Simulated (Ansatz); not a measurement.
Geometry relaxation, with input and output: Ir (part 2 of 3)

Continued. System: Ir (2 atoms in the cell). Method: DFT PBE, scalar-relativistic, plane waves, PAW, spin-polarised (Ansatz 0.2.0); cutoff 420 eV, 1×1×25 k-mesh, Gaussian smearing of 0.05 eV, collinear spins. The structure derives from an entry of the Crystallography Open Database. It belongs to a series of runs on one base structure; here: strip chain of atoms.

Geometry of the input (Å; fractional positions):
```
11.2000  0.0000  0.0000
0.0000  9.3000  0.0000
0.0000  0.0000  2.6111
Ir 0.4010  0.5000  0.0000
Ir 0.5990  0.5000  0.5000
```

## What the program printed, continued
```
SCF iter  32: F=—  HF=-23864.471859 eV  |F-HF|=—  |Δ(HF+E_count)|=   2.10e-4  Δρ=6.96e-4 (↑6.96e-4 ↓5.38e-4)  dr2=3.12e-4  dr2_m=8.22e-4  M=1.376 μB ∫|m|=1.384 μB  β_m=0.04  ethr=7.54e-10  ⟨swp⟩=4.5  Hψ=1785  notcnv=0  defer=14
SCF iter  33: F=—  HF=-23864.470570 eV  |F-HF|=—  |Δ(HF+E_count)|=   1.29e-3  Δρ=7.24e-4 (↑5.92e-4 ↓7.24e-4)  dr2=6.60e-4  dr2_m=4.36e-4  M=1.535 μB ∫|m|=1.544 μB  β_m=0.03  ethr=7.54e-10  ⟨swp⟩=5.0  Hψ=2024  notcnv=0  defer=15
SCF iter  34: F=—  HF=-23864.471637 eV  |F-HF|=—  |Δ(HF+E_count)|=   1.07e-3  Δρ=7.82e-4 (↑7.82e-4 ↓6.91e-4)  dr2=6.51e-4  dr2_m=7.14e-4  M=1.353 μB ∫|m|=1.360 μB  β_m=0.07  ethr=7.54e-10  ⟨swp⟩=5.0  Hψ=1973  notcnv=0  defer=17
SCF iter  35: F=—  HF=-23864.471761 eV  |F-HF|=—  |Δ(HF+E_count)|=   1.24e-4  Δρ=6.66e-4 (↑6.66e-4 ↓5.03e-4)  dr2=1.59e-4  dr2_m=7.14e-4  M=1.422 μB ∫|m|=1.430 μB  β_m=0.25  ethr=7.54e-10  ⟨swp⟩=4.9  Hψ=1916  notcnv=0  defer=14
SCF iter  36: F=—  HF=-23864.471754 eV  |F-HF|=—  |Δ(HF+E_count)|=   7.02e-6  Δρ=6.71e-4 (↑6.71e-4 ↓5.08e-4)  dr2=1.43e-4  dr2_m=7.37e-4  M=1.425 μB ∫|m|=1.433 μB  β_m=0.62  ethr=7.54e-10  ⟨swp⟩=2.2  Hψ=1054  notcnv=0  defer=14
SCF iter  37: F=—  HF=-23864.471894 eV  |F-HF|=—  |Δ(HF+E_count)|=   1.41e-4  Δρ=6.83e-4 (↑6.83e-4 ↓5.40e-4)  dr2=1.86e-4  dr2_m=7.41e-4  M=1.389 μB ∫|m|=1.397 μB  β_m=0.12  ethr=7.54e-10  ⟨swp⟩=4.2  Hψ=1723  notcnv=0  defer=14
SCF iter  38: F=—  HF=-23864.472294 eV  |F-HF|=—  |Δ(HF+E_count)|=         —  Δρ=8.01e-4 (↑8.01e-4 ↓6.59e-4)  dr2=2.96e-4  dr2_m=1.04e-3  M=1.308 μB ∫|m|=1.316 μB  β_m=0.81  ethr=7.54e-10  ⟨swp⟩=4.0  Hψ=1755  notcnv=0  defer=14
Mixer restart at iter 38: flushing history
SCF iter  39: F=—  HF=-23864.472772 eV  |F-HF|=—  |Δ(HF+E_count)|=   4.78e-4  Δρ=6.79e-4 (↑6.79e-4 ↓6.33e-4)  dr2=1.41e-4  dr2_m=9.27e-4  M=1.249 μB ∫|m|=1.257 μB  β_m=0.78  ethr=7.54e-10  ⟨swp⟩=4.0  Hψ=1721  notcnv=0  defer=15
SCF iter  40: F=—  HF=-23864.473451 eV  |F-HF|=—  |Δ(HF+E_count)|=   6.79e-4  Δρ=7.02e-4 (↑7.02e-4 ↓6.37e-4)  dr2=1.57e-4  dr2_m=1.01e-3  M=1.161 μB ∫|m|=1.169 μB  β_m=0.40  ethr=7.54e-10  ⟨swp⟩=4.3  Hψ=1768  notcnv=0  defer=15
SCF iter  41: F=—  HF=-23864.474004 eV  |F-HF|=—  |Δ(HF+E_count)|=   5.54e-4  Δρ=7.41e-4 (↑7.41e-4 ↓6.86e-4)  dr2=9.61e-5  dr2_m=1.15e-3  M=1.094 μB ∫|m|=1.102 μB  β_m=0.65  ethr=7.54e-10  ⟨swp⟩=4.0  Hψ=1708  notcnv=0  defer=16
SCF iter  42: F=—  HF=-23864.472662 eV  |F-HF|=—  |Δ(HF+E_count)|=   1.34e-3  Δρ=5.06e-4 (↑5.06e-4 ↓4.21e-4)  dr2=5.72e-5  dr2_m=4.68e-4  M=1.238 μB ∫|m|=1.246 μB  β_m=0.27  ethr=7.54e-10  ⟨swp⟩=4.8  Hψ=1867  notcnv=0  defer=15
SCF iter  43: F=—  HF=-23864.471966 eV  |F-HF|=—  |Δ(HF+E_count)|=   6.96e-4  Δρ=4.66e-4 (↑4.66e-4 ↓2.81e-4)  dr2=9.20e-5  dr2_m=2.81e-4  M=1.339 μB ∫|m|=1.346 μB  β_m=0.99  ethr=7.54e-10  ⟨swp⟩=4.2  Hψ=1764  notcnv=0  defer=15
SCF iter  44: F=—  HF=-23864.470968 eV  |F-HF|=—  |Δ(HF+E_count)|=   9.97e-4  Δρ=5.89e-4 (↑5.89e-4 ↓2.87e-4)  dr2=2.92e-4  dr2_m=3.76e-4  M=1.507 μB ∫|m|=1.516 μB  β_m=1.00  ethr=7.54e-10  ⟨swp⟩=5.0  Hψ=1974  notcnv=0  defer=14
SCF iter  45: F=—  HF=-23864.471859 eV  |F-HF|=—  |Δ(HF+E_count)|=   8.91e-4  Δρ=4.98e-4 (↑4.98e-4 ↓3.17e-4)  dr2=1.48e-4  dr2_m=3.32e-4  M=1.356 μB ∫|m|=1.363 μB  β_m=0.54  ethr=7.54e-10  ⟨swp⟩=5.0  Hψ=1919  notcnv=0  defer=15
SCF iter  46: F=—  HF=-23864.472365 eV  |F-HF|=—  |Δ(HF+E_count)|=   5.06e-4  Δρ=5.67e-4 (↑5.67e-4 ↓3.88e-4)  dr2=2.72e-4  dr2_m=3.88e-4  M=1.249 μB ∫|m|=1.255 μB  β_m=1.00  ethr=7.54e-10  ⟨swp⟩=4.8  Hψ=1833  notcnv=0  defer=16
SCF iter  47: F=—  HF=-23864.472431 eV  |F-HF|=—  |Δ(HF+E_count)|=   6.56e-5  Δρ=5.91e-4 (↑5.91e-4 ↓4.10e-4)  dr2=3.50e-4  dr2_m=4.18e-4  M=1.230 μB ∫|m|=1.237 μB  β_m=0.47  ethr=7.54e-10  ⟨swp⟩=4.5  Hψ=1655  notcnv=0  defer=16
SCF iter  48: F=—  HF=-23864.473029 eV  |F-HF|=—  |Δ(HF+E_count)|=   5.98e-4  Δρ=7.24e-4 (↑7.24e-4 ↓4.87e-4)  dr2=5.67e-4  dr2_m=6.00e-4  M=1.133 μB ∫|m|=1.139 μB  β_m=0.53  ethr=7.54e-10  ⟨swp⟩=4.4  Hψ=1767  notcnv=0  defer=16
SCF iter  49: F=—  HF=-23864.473547 eV  |F-HF|=—  |Δ(HF+E_count)|=   5.18e-4  Δρ=9.40e-4 (↑9.40e-4 ↓6.58e-4)  dr2=1.14e-3  dr2_m=9.04e-4  M=1.028 μB ∫|m|=1.034 μB  β_m=0.31  ethr=7.54e-10  ⟨swp⟩=4.9  Hψ=1849  notcnv=0  defer=17
SCF iter  50: F=—  HF=-23864.472487 eV  |F-HF|=—  |Δ(HF+E_count)|=   1.06e-3  Δρ=8.01e-4 (↑8.01e-4 ↓5.81e-4)  dr2=8.11e-4  dr2_m=6.69e-4  M=1.159 μB ∫|m|=1.165 μB  β_m=0.25  ethr=7.54e-10  ⟨swp⟩=5.0  Hψ=1861  notcnv=0  defer=16
SCF iter  51: F=—  HF=-23864.474789 eV  |F-HF|=—  |Δ(HF+E_count)|=   2.30e-3  Δρ=7.46e-4 (↑7.46e-4 ↓5.37e-4)  dr2=4.70e-4  dr2_m=7.39e-4  M=0.963 μB ∫|m|=0.970 μB  β_m=0.38  ethr=7.54e-10  ⟨swp⟩=5.0  Hψ=1992  notcnv=0  defer=17
SCF iter  52: F=—  HF=-23864.474332 eV  |F-HF|=—  |Δ(HF+E_count)|=   4.57e-4  Δρ=1.16e-3 (↑1.16e-3 ↓7.60e-4)  dr2=2.45e-3  dr2_m=1.26e-3  M=0.997 μB ∫|m|=1.003 μB  β_m=0.69  ethr=7.54e-10  ⟨swp⟩=4.8  Hψ=1861  notcnv=0  defer=17  recentre
SCF iter  53: F=—  HF=-23864.477299 eV  |F-HF|=—  |Δ(HF+E_count)|=   2.97e-3  Δρ=8.22e-4 (↑8.22e-4 ↓6.90e-4)  dr2=3.50e-4  dr2_m=1.28e-3  M=0.849 μB ∫|m|=0.857 μB  β_m=0.15  ethr=7.54e-10  ⟨swp⟩=5.4  Hψ=2062  notcnv=0  defer=21
SCF iter  54: F=—  HF=-23864.476654 eV  |F-HF|=—  |Δ(HF+E_count)|=   6.45e-4  Δρ=1.11e-3 (↑1.09e-3 ↓1.11e-3)  dr2=2.35e-4  dr2_m=2.76e-3  M=0.912 μB ∫|m|=0.921 μB  β_m=0.52  ethr=7.54e-10  ⟨swp⟩=4.6  Hψ=1941  notcnv=0  defer=18
SCF iter  55: F=—  HF=-23864.472777 eV  |F-HF|=—  |Δ(HF+E_count)|=   3.88e-3  Δρ=6.02e-4 (↑6.02e-4 ↓5.23e-4)  dr2=5.59e-5  dr2_m=7.31e-4  M=1.232 μB ∫|m|=1.239 μB  β_m=0.76  ethr=7.54e-10  ⟨swp⟩=5.5  Hψ=2146  notcnv=0  defer=16
SCF iter  56: F=—  HF=-23864.471082 eV  |F-HF|=—  |Δ(HF+E_count)|=   1.69e-3  Δρ=5.73e-4 (↑5.73e-4 ↓2.81e-4)  dr2=4.07e-4  dr2_m=3.48e-4  M=1.456 μB ∫|m|=1.464 μB  ethr=7.54e-10  ⟨swp⟩=5.6  Hψ=3563  notcnv=0
Mixer restart at iter 56: flushing history
iteration 56: the SCF's residuals had fallen too slowly under its mixing. It goes on by minimising its free energy, and can end on another state than longer mixing would; under `scf.algorithm: density_mixing` no SCF does so, but by `scf.convergence.dm_fallback`
SCF iter  57: F=—  HF=-23864.478006 eV  |F-HF|=—  |Δ(HF+E_count)|=   6.92e-3  Δρ=5.11e-4 (↑5.11e-4 ↓3.16e-4)  dr2=2.14e-3  dr2_m=1.73e-4  M=0.827 μB ∫|m|=0.835 μB  ethr=7.54e-10  ⟨swp⟩=5.3  Hψ=4918  notcnv=0
SCF iter  58: F=—  HF=-23864.478378 eV  |F-HF|=—  |Δ(HF+E_count)|=   3.72e-4  Δρ=2.31e-4 (↑1.96e-4 ↓2.31e-4)  dr2=4.44e-4  dr2_m=4.45e-5  M=0.759 μB ∫|m|=0.764 μB  ethr=7.54e-10  ⟨swp⟩=4.8  Hψ=3424  notcnv=0
SCF iter  59: F=—  HF=-23864.478383 eV  |F-HF|=—  |Δ(HF+E_count)|=   4.76e-6  Δρ=8.30e-5 (↑4.41e-5 ↓8.30e-5)  dr2=1.46e-5  dr2_m=6.91e-6  M=0.735 μB ∫|m|=0.740 μB  ethr=7.54e-10  ⟨swp⟩=3.8  Hψ=3060  notcnv=0
SCF iter  60: F=—  HF=-23864.478393 eV  |F-HF|=—  |Δ(HF+E_count)|=   1.03e-5  Δρ=7.55e-6 (↑6.75e-6 ↓7.55e-6)  dr2=2.56e-7  dr2_m=5.95e-8  M=0.723 μB ∫|m|=0.727 μB  ethr=7.54e-10  ⟨swp⟩=2.6  Hψ=2474  notcnv=0
SCF iter  61: F=—  HF=-23864.478393 eV  |F-HF|=—  |Δ(HF+E_count)|=   5.97e-8  Δρ=1.38e-6 (↑1.33e-6 ↓1.38e-6)  dr2=2.04e-8  dr2_m=4.34e-10  M=0.722 μB ∫|m|=0.726 μB  ethr=5.88e-10  ⟨swp⟩=7.3  Hψ=3809  notcnv=0
SCF iter  62: F=-23864.478393 eV  HF=-23864.478393 eV  |F-HF|=1.27e-9  |Δ(HF+E_count)|=   4.92e-9  Δρ=6.39e-7 (↑6.39e-7 ↓3.48e-7)  dr2=1.77e-9  dr2_m=1.55e-10  M=0.722 μB ∫|m|=0.726 μB  ethr=5.99e-11  ⟨swp⟩=6.3  Hψ=3490  notcnv=0
SCF iter  63: F=-23864.478393 eV  HF=-23864.478393 eV  |F-HF|=1.27e-9  |Δ(HF+E_count)|=    0.00e0  Δρ=6.39e-7 (↑6.39e-7 ↓3.48e-7)  dr2=1.77e-9  dr2_m=1.55e-10  M=0.722 μB ∫|m|=0.726 μB  ethr=5.22e-12  ⟨swp⟩=6.0  Hψ=3496  notcnv=0
SCF 2 converged in 63 iterations: F = -23864.478393 eV  dr2 = 1.77e-9
[... from here on the iterations of each SCF are left out, up to the last one ...]
relax step   2: F+E_penalty+E_count = -23864.47839326 eV  Δ(F+E_penalty+E_count) = +1.475e-2 eV  max|allowed force component| = 2.371e0 eV/Å  Δτ_max = 0.0969 Å  P = +1.592 GPa  Ω = 259.509 Å³  energy of the carried Pulay correction = +6.578e-4 eV  fix = [a, b, alpha, beta, gamma]  (63 SCF iters, dr2 threshold 2.00e-7 eV, rejected (line search))
[... from here on the SCF iterations and repeated set-up lines of each step are left out, up to the last step ...]
SCF 3 converged in 16 iterations: F = -23864.636257 eV  dr2 = 2.15e-12
relax step   3: F+E_penalty+E_count = -23864.63625712 eV  Δ(F+E_penalty+E_count) = -1.431e-1 eV  max|allowed force component| = 1.470e-1 eV/Å  Δτ_max = 0.0340 Å  P = -0.551 GPa  Ω = 265.912 Å³  energy of the carried Pulay correction = +3.159e-4 eV  fix = [a, b, alpha, beta, gamma]  reactions: a -0.188, b -0.006 GPa  (16 SCF iters, accepted)
SCF 4 converged in 8 iterations: F = -23864.662383 eV  dr2 = 9.26e-10
relax step   4: F+E_penalty+E_count = -23864.66238307 eV  Δ(F+E_penalty+E_count) = -2.613e-2 eV  max|allowed force component| = 4.647e-1 eV/Å  Δτ_max = 0.0015 Å  P = +0.305 GPa  Ω = 259.635 Å³  energy of the carried Pulay correction = +6.509e-4 eV  fix = [a, b, alpha, beta, gamma]  reactions: a +0.618, b -0.007 GPa  (8 SCF iters, dr2 threshold 2.00e-7 eV, accepted)
SCF 5 converged in 6 iterations: F = -23864.669792 eV  dr2 = 2.01e-8
relax step   5: F+E_penalty+E_count = -23864.66979169 eV  Δ(F+E_penalty+E_count) = -7.409e-3 eV  max|allowed force component| = 5.982e-2 eV/Å  Δτ_max = 0.0155 Å  P = +0.055 GPa  Ω = 259.174 Å³  energy of the carried Pulay correction = +6.759e-4 eV  fix = [a, b, alpha, beta, gamma]  reactions: a +0.083, b -0.007 GPa  (6 SCF iters, dr2 threshold 2.00e-7 eV, accepted)
SCF 6 converged in 5 iterations: F = -23864.669935 eV  dr2 = 1.49e-8
relax step   6: F+E_penalty+E_count = -23864.66993537 eV  Δ(F+E_penalty+E_count) = -1.437e-4 eV  max|allowed force component| = 2.223e-3 eV/Å  Δτ_max = 0.0019 Å  P = +0.003 GPa  Ω = 259.275 Å³  energy of the carried Pulay correction = +6.704e-4 eV  fix = [a, b, alpha, beta, gamma]  reactions: a +0.006, b -0.007 GPa  (5 SCF iters, dr2 threshold 2.00e-7 eV, accepted)
Initial wavefunctions: pseudopotential atomic-orbital guess (no wavefunctions were taken with the density)
iter 1 solved again at ethr=2.34e-6 eV; its pass at ethr=3.10e-3 eV (dr2=7.97e-4 eV) is discarded
SCF iter   1: F=—  HF=-23864.668643 eV  |F-HF|=—  |Δ(HF+E_count)|=         —  Δρ=4.85e-5 (↑4.85e-5 ↓4.25e-5)  dr2=5.32e-6  dr2_m=1.29e-7  M=2.334 μB ∫|m|=2.346 μB  β_m=0.65  ethr=2.34e-6  ⟨swp⟩=3.0  Hψ=4463  notcnv=0
eigensolver tolerance schedule: the retry pair's looser diagonalisation over-reported the residual by 148.73 of it (diagonalisation noise at 0.13 of the residual, at the tolerance the schedule requests for it); recorded, not acted on — ethr = c·dr2/N_el stays at c = 1.0e-1
preconditioner: auto → LDOS  [metal: Δε(μ)=0.024 eV  Ē_g=6.100 eV  σ=0.050 eV  W_gap=0.27  n_scr=16 (ndim 8)  ℏωp=9.8 eV  f_vac=0.743  D(μ)=4.82/eV (n_scr^D=30)]
spin=Collinear: LDOS preconditioning applied to the charge; magnetization (m = ρ↑ − ρ↓) channel mixes plain (no charge-response kernel on spin).
SCF iter   2: F=—  HF=-23864.668673 eV  |F-HF|=—  |Δ(HF+E_count)|=   3.03e-5  Δρ=1.73e-5 (↑1.73e-5 ↓1.39e-5)  dr2=5.46e-7  dr2_m=5.66e-8  M=2.334 μB ∫|m|=2.346 μB  β_m=0.59  ethr=1.57e-8  ⟨swp⟩=2.4  Hψ=973  notcnv=0
SCF iter   3: F=—  HF=-23864.668674 eV  |F-HF|=—  |Δ(HF+E_count)|=   9.68e-7  Δρ=3.82e-6 (↑3.82e-6 ↓3.35e-6)  dr2=6.77e-8  dr2_m=6.00e-9  M=2.334 μB ∫|m|=2.346 μB  β_m=0.67  ethr=1.61e-9  ⟨swp⟩=2.1  Hψ=941  notcnv=0
SCF iter   4: F=—  HF=-23864.668674 eV  |F-HF|=—  |Δ(HF+E_count)|=   6.47e-8  Δρ=1.27e-6 (↑1.05e-6 ↓1.27e-6)  dr2=1.52e-8  dr2_m=8.59e-10  M=2.334 μB ∫|m|=2.346 μB  β_m=0.65  ethr=1.99e-10  ⟨swp⟩=2.0  Hψ=836  notcnv=0
SCF iter   5: F=—  HF=-23864.668674 eV  |F-HF|=—  |Δ(HF+E_count)|=   9.30e-9  Δρ=3.91e-7 (↑3.04e-7 ↓3.91e-7)  dr2=7.73e-10  dr2_m=1.27e-10  M=2.334 μB ∫|m|=2.346 μB  β_m=0.73  ethr=4.47e-11  ⟨swp⟩=2.0  Hψ=837  notcnv=0
SCF iter   6: F=—  HF=-23864.668674 eV  |F-HF|=—  |Δ(HF+E_count)|=   1.46e-9  Δρ=1.42e-7 (↑1.42e-7 ↓1.30e-7)  dr2=6.60e-11  dr2_m=2.98e-11  M=2.334 μB ∫|m|=2.346 μB  β_m=0.85  ethr=2.27e-12  ⟨swp⟩=2.7  Hψ=1009  notcnv=0
SCF iter   7: F=—  HF=-23864.668674 eV  |F-HF|=—  |Δ(HF+E_count)|=   5.52e-8  Δρ=5.47e-8 (↑3.34e-8 ↓5.47e-8)  dr2=6.87e-12  dr2_m=3.14e-12  M=2.334 μB ∫|m|=2.346 μB  β_m=0.86  ethr=1.00e-12  ⟨swp⟩=3.0  Hψ=943  notcnv=0
SCF iter   8: F=-23864.668674 eV  HF=-23864.668674 eV  |F-HF|=4.73e-11  |Δ(HF+E_count)|=  5.09e-11  Δρ=1.89e-8 (↑1.89e-8 ↓1.51e-8)  dr2=7.96e-13  dr2_m=4.41e-13  M=2.334 μB ∫|m|=2.346 μB  ethr=1.00e-12  ⟨swp⟩=5.7  Hψ=2839  notcnv=0
SCF 7 converged in 8 iterations: F = -23864.668674 eV  dr2 = 7.96e-13
relax step   7: F+E_penalty+E_count = -23864.66867440 eV  Δ(F+E_penalty+E_count) = +1.261e-3 eV  max|allowed force component| = 2.761e-3 eV/Å  Δτ_max = 0.0000 Å  P = +0.007 GPa  Ω = 259.275 Å³  fix = [a, b, alpha, beta, gamma]  reactions: a +0.009, b -0.008 GPa  stress off target by 1.95e-2 GPa on what of the cell is left free  SCF on the basis re-selected at this cell (its energy is not comparable with the rows above)  (8 SCF iters)
```

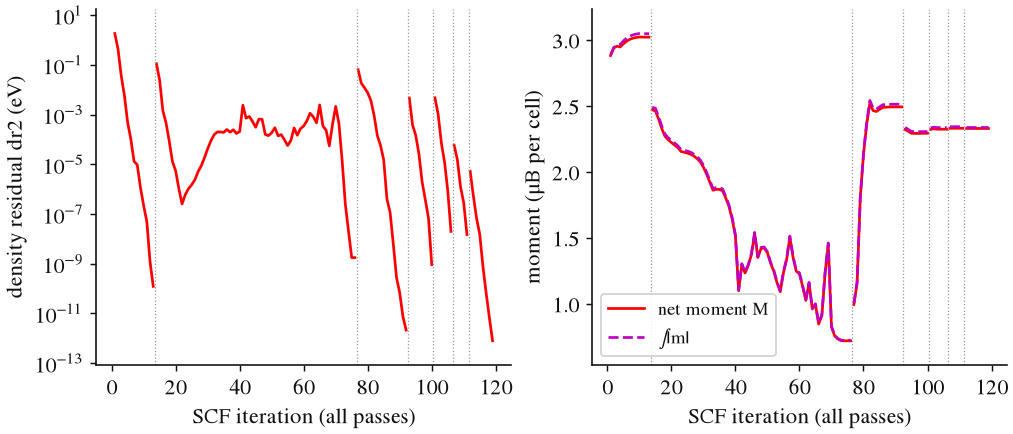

*Convergence of the self-consistent field: density residual dr2 and magnetic moment against the SCF iteration. The dotted lines part the SCF passes of the relaxation: geometry steps, rejected trials and re-solves on a re-selected basis.*

The 7 passes take 5 to 63 iterations each, 119 in all. The net moment goes from 2.9 to 2.3 μB per cell, with excursions between 0.7 and 3.0 on the way.

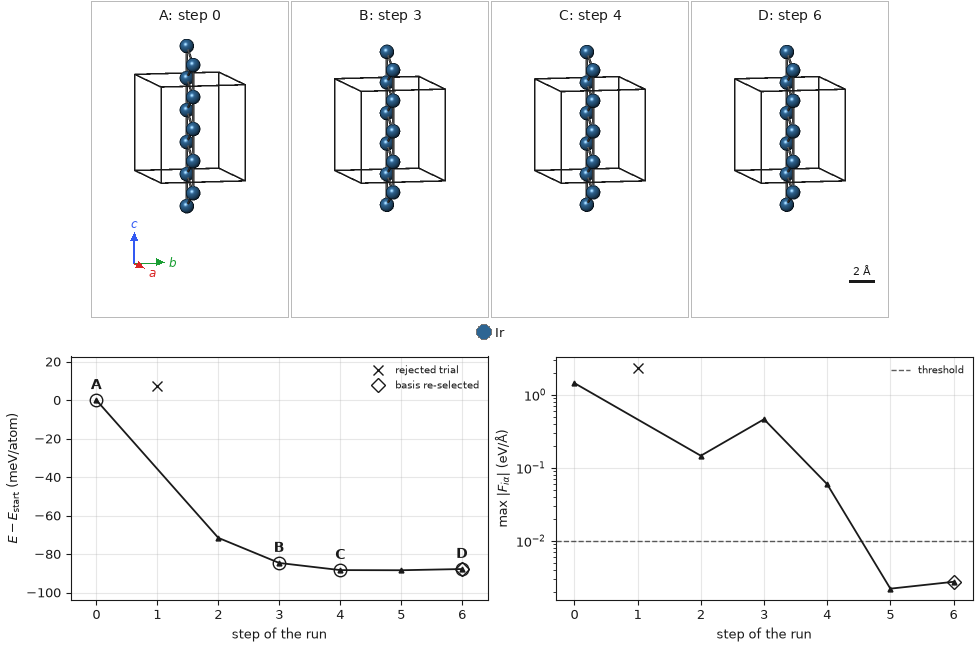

*Frames of the relaxation (ball-and-stick view of the 3 repeat of the cell, with the vacuum cut short, with bonded neighbours outside it, seen slightly off an axis) above the curves, on which the letters mark them (the first geometry is step 0 here and step 1 in the log).*
